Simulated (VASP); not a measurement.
## ZrS2: geometry relaxation (part 1 of 2)

ZrS2 (P-3m1, 3 atoms in the cell), computed with Kohn-Sham DFT of a periodic cell, PBE with D3(BJ), VASP PAW PBE potentials, recommended, no spin polarisation (VASP 6.6.1).

The structure derives from a Materials Project entry.

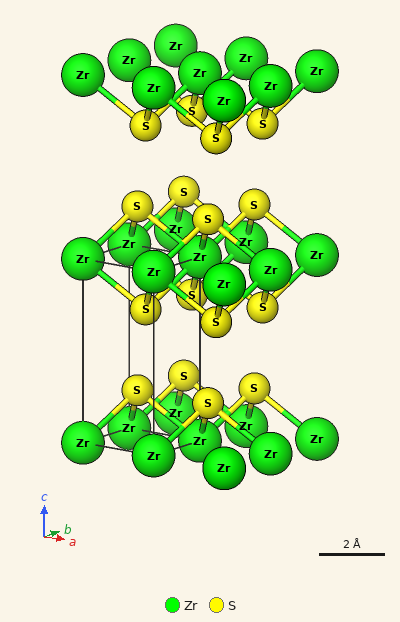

Figure 1. The starting structure (ball-and-stick view of the cell of the calculation, repeated 2 × 2 × 2, seen slightly off an axis). Near neighbours in the crystal (not all of them lie inside the picture): Zr has 6 S at 2.56 Å; S has 3 Zr at 2.56 Å.

Results in brief

- outcome: converged
- space group (tolerance 0.01 Å): P-3m1 (164)
- electrons treated: 24
- free energy: −22.4569 eV
- dispersion energy: −1.0897 eV
- Fermi energy: 5.436 eV
- gap on the k-point mesh: 0.70 eV
- pressure: 0.01 GPa
- final volume: 65.47 Å³
- largest force (length of the vector) at the end: 0.005 eV/Å
- final cell: a = 3.634 Å, b = 3.634 Å, c = 5.724 Å, α = 90.00°, β = 90.00°, γ = 120.00°
- hardware: 1 thread of Intel Xeon (Granite Rapids), 64 GiB of memory available, shared host
- wall time: 64 s
- peak memory: 0.24 GiB

INCAR
```
SYSTEM = ZrS2
  ALGO = Normal
  EDIFF = 1E-7
  EDIFFG = -0.005
  ENCUT = 600
  GGA = PE
  IBRION = 2
  ISIF = 3
  ISMEAR = 0
  IVDW = 12
  LASPH = .TRUE.
  LCHARG = .FALSE.
  LREAL = .FALSE.
  LWAVE = .FALSE.
  NELM = 80
  NSW = 90
  PREC = Accurate
  SIGMA = 0.03
```

KPOINTS
```
k-points
0
G
  9 9 5
  0 0 0
```

POSCAR
```
ZrS2                                    
1.0
    3.6351731569     -0.0000000001     -0.0000000000
   -1.8175865736      3.1481522979      0.0000000000
    0.0000000000      0.0000000000      5.7250098521
  Zr              S             
     1     2
Direct
     0.0000000000000000    1.0000000000000000    0.0000000000000000
     0.6666666699999979    0.3333333300000021    0.7448742150422769
     0.3333333300000021    0.6666666699999979    0.2551257849577230
```

Command:
```bash
cat potpaw_PBE.64/Zr_sv/POTCAR potpaw_PBE.64/S/POTCAR > POTCAR
mpirun -np 1 vasp_std > vasp.out
```

OSZICAR
```
N       E                     dE             d eps       ncg     rms          rms(c)
DAV:   1     0.191657270621E+03    0.19166E+03   -0.13192E+04  1600   0.156E+03
DAV:   2    -0.124980869629E+02   -0.20416E+03   -0.20193E+03  2104   0.331E+02
DAV:   3    -0.230995993179E+02   -0.10602E+02   -0.10586E+02  2728   0.723E+01
DAV:   4    -0.234048212365E+02   -0.30522E+00   -0.30518E+00  2336   0.100E+01
DAV:   5    -0.234102685085E+02   -0.54473E-02   -0.54472E-02  2520   0.120E+00    0.164E+01
DAV:   6    -0.214196312507E+02    0.19906E+01   -0.85114E+00  1904   0.164E+01    0.843E+00
DAV:   7    -0.213619368416E+02    0.57694E-01   -0.64280E-01  2496   0.487E+00    0.384E+00
DAV:   8    -0.213670393179E+02   -0.51025E-02   -0.82167E-02  2280   0.199E+00    0.786E-01
DAV:   9    -0.213678001572E+02   -0.76084E-03   -0.10460E-02  2168   0.743E-01    0.444E-01
DAV:  10    -0.213681003161E+02   -0.30016E-03   -0.16643E-03  2336   0.317E-01    0.176E-01
DAV:  11    -0.213680619557E+02    0.38360E-04   -0.16610E-04  2192   0.891E-02    0.503E-02
DAV:  12    -0.213680896378E+02   -0.27682E-04   -0.66033E-05  2024   0.570E-02    0.284E-02
DAV:  13    -0.213680884247E+02    0.12131E-05   -0.31369E-06  2272   0.100E-02    0.147E-02
DAV:  14    -0.213680886014E+02   -0.17667E-06   -0.14329E-06  2192   0.739E-03    0.184E-03
DAV:  15    -0.213680886649E+02   -0.63505E-07   -0.11880E-07  1632   0.220E-03
   1 F= -.22456873E+02 E0= -.22456873E+02  d E =-.224569E+02
       N       E                     dE             d eps       ncg     rms          rms(c)
DAV:   1    -0.213673215592E+02    0.76704E-03   -0.21875E-03  1824   0.431E-01    0.824E-02
DAV:   2    -0.213672674839E+02    0.54075E-04   -0.14404E-04  1848   0.118E-01    0.276E-02
DAV:   3    -0.213672536112E+02    0.13873E-04   -0.61240E-05  2456   0.561E-02    0.121E-02
DAV:   4    -0.213672557427E+02   -0.21316E-05   -0.32100E-06  2104   0.129E-02    0.672E-03
DAV:   5    -0.213672576929E+02   -0.19502E-05   -0.19578E-06  2400   0.726E-03    0.280E-03
DAV:   6    -0.213672584701E+02   -0.77715E-06   -0.28318E-07  1984   0.337E-03    0.794E-04
DAV:   7    -0.213672585536E+02   -0.83498E-07   -0.25514E-08  1040   0.123E-03
   2 F= -.22456877E+02 E0= -.22456877E+02  d E =-.385025E-05
       N       E                     dE             d eps       ncg     rms          rms(c)
DAV:   1    -0.213674873259E+02   -0.22886E-03   -0.15681E-04  1816   0.115E-01    0.221E-02
DAV:   2    -0.213674840678E+02    0.32581E-05   -0.10497E-05  1856   0.316E-02    0.742E-03
DAV:   3    -0.213674832054E+02    0.86233E-06   -0.44256E-06  2384   0.151E-02    0.325E-03
DAV:   4    -0.213674829912E+02    0.21421E-06   -0.22877E-07  1736   0.348E-03    0.176E-03
DAV:   5    -0.213674826781E+02    0.31309E-06   -0.13276E-07  1232   0.221E-03    0.650E-04
DAV:   6    -0.213674825364E+02    0.14172E-06   -0.34297E-08   920   0.127E-03    0.188E-04
DAV:   7    -0.213674825218E+02    0.14629E-07   -0.19073E-08   912   0.778E-04
   3 F= -.22456878E+02 E0= -.22456878E+02  d E =-.452564E-05
       N       E                     dE             d eps       ncg     rms          rms(c)
DAV:   1    -0.213672152737E+02    0.26726E-03   -0.61234E-04  1656   0.182E-01    0.207E-02
DAV:   2    -0.213672104566E+02    0.48171E-05   -0.32033E-05  1944   0.489E-02    0.103E-02
DAV:   3    -0.213672088863E+02    0.15704E-05   -0.38740E-06  2496   0.143E-02    0.512E-03
DAV:   4    -0.213672090385E+02   -0.15228E-06   -0.71095E-07  2424   0.514E-03    0.276E-03
DAV:   5    -0.213672093357E+02   -0.29714E-06   -0.19698E-07  1504   0.286E-03    0.188E-03
DAV:   6    -0.213672096803E+02   -0.34460E-06   -0.86019E-08  1080   0.196E-03    0.164E-04
DAV:   7    -0.213672096928E+02   -0.12564E-07   -0.30764E-08   904   0.110E-03
   4 F= -.22456882E+02 E0= -.22456882E+02  d E =-.413767E-05
```

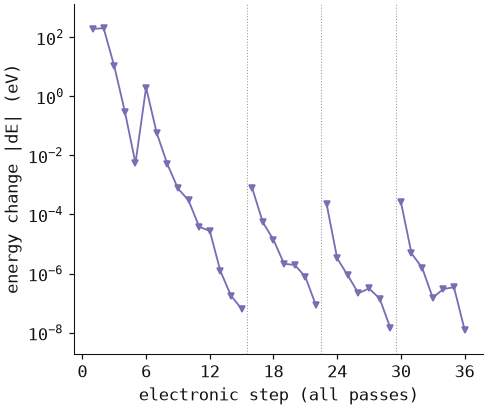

Figure 2. Convergence of the self-consistent field: energy change |dE| against the electronic step. Each stretch between dotted lines is the SCF of one geometry step of a relaxation. The 4 ionic steps take 7 to 15 electronic steps each. The density is held fixed in the first few steps, and dE rises again when its update begins.

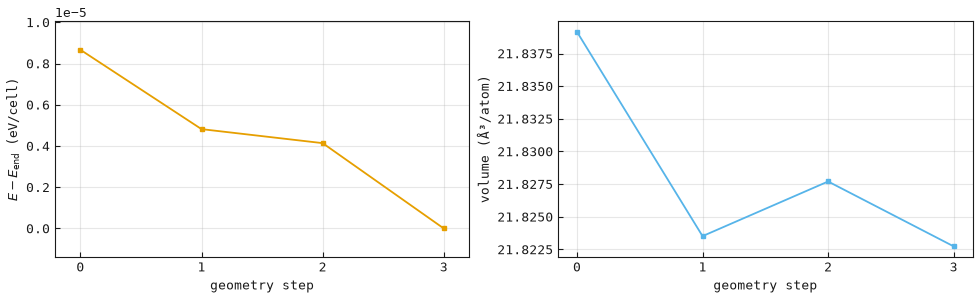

Figure 3. Progress of the relaxation, step by step (steps are counted from 0). After 3 geometry steps the energy has fallen by next to nothing (0.0 meV per cell of the calculation). The largest force component goes from 0.0028 to 0.0049 eV/Å. No atom moves by more than 0.005 Å relative to the cell. Cell: a = b 3.635 → 3.634 Å (0.0 %), c 5.725 → 5.724 Å (0.0 %). Volume −0.1 %. The space group stays P-3m1 (No. 164).

Parts of OUTCAR
```
SYSTEM = ZrS2
   EDIFF = 1E-7
   EDIFFG = -0.005
   ENCUT = 600
   GGA = PE
   IBRION = 2
   ISIF = 3
   ISMEAR = 0
   IVDW = 12
   LASPH = .TRUE.
   LREAL = .FALSE.
   NELM = 80
   NSW = 90
   PREC = Accurate
 IVDW          = 12
 VDW_S6        =  1.00000000  s6, scaling of the dipole-dipole dispersion
 VDW_S8        =  0.78750002  s8, scaling of the dipole-quadrupole dispersion
 VDW_A1        =  0.42890000  a1, scaling of the critical radii
 VDW_A2        =  4.44070005  a2, offset of the critical radii
 VDW_RADIUS    = 50.20216178  two-body interaction cutoff (in Angstroms)
 VDW_CNRADIUS  = 21.16708996  CN, coordination number cutoff (in Angstroms)

 ion  position               nearest neighbor table
   1  0.000  0.000  0.000-   2 2.56   3 2.56   3 2.56   2 2.56   2 2.56   3 2.56
   2  0.667  0.333  0.745-   1 2.56   1 2.56   1 2.56
   3  0.333  0.667  0.255-   1 2.56   1 2.56   1 2.56

  LATTYP: Found a hexagonal cell.
 ALAT       =     3.6351731569
 C/A-ratio  =     1.5748933008

  Lattice vectors:

 A1 = (   3.6351731569,  -0.0000000001,   0.0000000000)
 A2 = (  -1.8175865736,   3.1481522979,   0.0000000000)
 A3 = (   0.0000000000,   0.0000000000,   5.7250098521)

Analysis of symmetry for initial positions (statically):
=====================================================================
 Subroutine PRICEL returns:
 Original cell was already a primitive cell.

 Routine SETGRP: Setting up the symmetry group for a
 hexagonal supercell.

 Subroutine GETGRP returns: Found 12 space group operations
 (whereof 12 operations were pure point group operations)
 out of a pool of 24 trial point group operations.

The static configuration has the point symmetry D_3d.

Analysis of symmetry for dynamics (positions and initial velocities):
=====================================================================
 Subroutine PRICEL returns:
 Original cell was already a primitive cell.

 Routine SETGRP: Setting up the symmetry group for a
 hexagonal supercell.

 Subroutine GETGRP returns: Found 12 space group operations
 (whereof 12 operations were pure point group operations)
 out of a pool of 24 trial point group operations.

The dynamic configuration has the point symmetry D_3d.

 Subroutine INISYM returns: Found 12 space group operations
 (whereof 12 operations are pure point group operations),
 and found     1 'primitive' translations

----------------------------------------------------------------------------------------

                                     Primitive cell

  volume of cell :      65.5175

  direct lattice vectors                    reciprocal lattice vectors
     3.635173157 -0.000000000  0.000000000     0.275090059  0.158823320  0.000000000
    -1.817586574  3.148152298  0.000000000     0.000000000  0.317646640  0.000000000
     0.000000000  0.000000000  5.725009852     0.000000000  0.000000000  0.174672188

  length of vectors
     3.635173157  3.635173152  5.725009852     0.317646640  0.317646640  0.174672188

  position of ions in fractional coordinates (direct lattice)
     0.000000000  0.000000000  0.000000000
     0.666666670  0.333333330  0.744874215
     0.333333330  0.666666670  0.255125785

  ion indices of the primitive-cell ions
   primitive index   ion index
                 1           1
                 2           2
                 3           3

----------------------------------------------------------------------------------------

 KPOINTS: k-points

Automatic generation of k-mesh.
 Grid dimensions read from file:
 generate k-points for:    9    9    5

 Generating k-lattice:

  Cartesian coordinates                     Fractional coordinates (reciprocal lattice)
     0.030565562  0.017647036  0.000000000     0.111111111  0.000000000  0.000000000
     0.000000000  0.035294071  0.000000000     0.000000000  0.111111111  0.000000000
     0.000000000  0.000000000  0.034934438     0.000000000  0.000000000  0.200000000

  Length of vectors
     0.035294071  0.035294071  0.034934438

  Shift w.r.t. Gamma in fractional coordinates (k-lattice)
     0.000000000  0.000000000  0.000000000

 Subroutine IBZKPT returns following result:
 ===========================================

 Found     50 irreducible k-points:

 Following reciprocal coordinates:
            Coordinates               Weight
  0.000000  0.000000  0.000000      1.000000
  0.111111  0.000000  0.000000      6.000000
  0.222222 -0.000000  0.000000      6.000000
  0.333333 -0.000000  0.000000      6.000000
  0.444444 -0.000000  0.000000      6.000000
  0.111111  0.111111  0.000000      6.000000
  0.222222  0.111111  0.000000     12.000000
  0.333333  0.111111  0.000000     12.000000
  0.444444  0.111111  0.000000      6.000000
  0.222222  0.222222  0.000000      6.000000
  0.333333  0.222222  0.000000     12.000000
  0.333333  0.333333  0.000000      2.000000
  0.000000  0.000000  0.200000      2.000000
  0.111111  0.000000  0.200000      6.000000
  0.000000  0.111111  0.200000      6.000000
  0.222222 -0.000000  0.200000      6.000000
  0.000000  0.222222  0.200000      6.000000
  0.333333 -0.000000  0.200000      6.000000
  0.000000  0.333333  0.200000      6.000000
  0.444444 -0.000000  0.200000      6.000000
  0.000000  0.444444  0.200000      6.000000
  0.111111  0.111111  0.200000     12.000000
  0.222222  0.111111  0.200000     12.000000
 -0.111111  0.333333  0.200000     12.000000
 [... further k-points ...]
   k-points           NKPTS =     50   k-points in BZ     NKDIM =     50   number of bands    NBANDS=     16
   number of dos      NEDOS =    301   number of ions     NIONS =      3
   total plane-waves  NPLWV =  43200
   dimension x,y,z NGX =    30 NGY =   30 NGZ =   48
   dimension x,y,z NGXF=    60 NGYF=   60 NGZF=   96
   ions per type =               1   2
   NGX,Y,Z   is equivalent  to a cutoff of  13.72, 13.72, 13.94 a.u.
   NGXF,Y,Z  is equivalent  to a cutoff of  27.44, 27.44, 27.88 a.u.
 SYSTEM =  ZrS2
   PREC   = accura    normal or accurate (medium, high low for compatibility)
   ISTART =      0    job   : 0-new  1-cont  2-samecut
   ICHARG =      2    charge: 1-file 2-atom 10-const
   ISPIN  =      1    spin polarized calculation?
   LNONCOLLINEAR =      F non collinear calculations
   LSORBIT =      F    spin-orbit coupling
   LASPH  =      T    aspherical Exc in radial PAW
   ENCUT  =  600.0 eV  44.10 Ry    6.64 a.u.   7.26  7.26 11.43*2*pi/ulx,y,z
   NELM   =     80;   NELMIN=  2; NELMDL= -5     # of ELM steps
   EDIFF  = 0.1E-06   stopping-criterion for ELM
   LREAL  =      F    real-space projection
   EDIFFG = -.5E-02   stopping-criterion for IOM
   NSW    =     90    number of steps for IOM
   IBRION =      2    ionic relax: 0-MD 1-quasi-New 2-CG
   NFREE  =      1    steps in history (QN), initial steepest desc. (CG)
   ISIF   =      3    stress and relaxation
   ISYM   =      2    0-nonsym 1-usesym 2-fastsym
   POTIM  = 0.5000    time-step for ionic-motion
   TEBEG  =    0.0;   TEEND  =   0.0 temperature during run
   PSTRESS=    0.0 pullay stress
   NELECT =      24.0000    total number of electrons
   NUPDOWN=      -1.0000    fix difference up-down
   EMIN   =  10.00;   EMAX   =-10.00  energy-range for DOS
   EFERMI =   0.00;   METHOD = LEGACY
   ISMEAR =     0;   SIGMA  =   0.03  broadening in eV -4-tet -1-fermi 0-gaus
   EFERMI_NEDOS =   21; number of points for ismear=-14 and -15
   IALGO  =     38    algorithm
   IMIX   =      4    mixing-type and parameters
     AMIX     =   0.40;   BMIX     =  1.00
     AMIX_MAG =   1.60;   BMIX_MAG =  1.00
  volume/ion in A,a.u.               =      21.84       147.38
  Fermi-wavevector in a.u.,A,eV,Ry     =   1.171367  2.213562 18.668554  1.372100
  Thomas-Fermi vector in A             =   2.307812
   LORBIT       =      0    0 simple, 1 ext, 2 COOP (PROOUT), +10 PAW based schemes
   GGA     = PE    functional components
   LHFCALC =     F    Hartree Fock is set to
   AEXX    =    0.0000 exact exchange contribution
   IVDW    =    12    specifies the selected vdW correction
   LEPSILON=     F    determine dielectric tensor
   LRPA    =     F    only Hartree local field effects (RPA)
 conjugate gradient relaxation of ions
 non-spin polarized calculation
 Gauss-broadening in eV      SIGMA  =   0.03
  energy-cutoff  :      600.00
  volume of cell :       65.52
 maximum number of plane-waves:      2231
 NGX is ok and might be reduce to    30
   NGX = 15   NGY = 15   NGZ = 23

--------------------------------------- Ionic step        1  -------------------------------------------

 number of electron      24.0000000 magnetization

 Free energy of the ion-electron system (eV)
  ---------------------------------------------------
  ext. energy  EPLUGINS =         0.00000000
  ---------------------------------------------------
  free energy    TOTEN  =       -21.36808866 eV
```
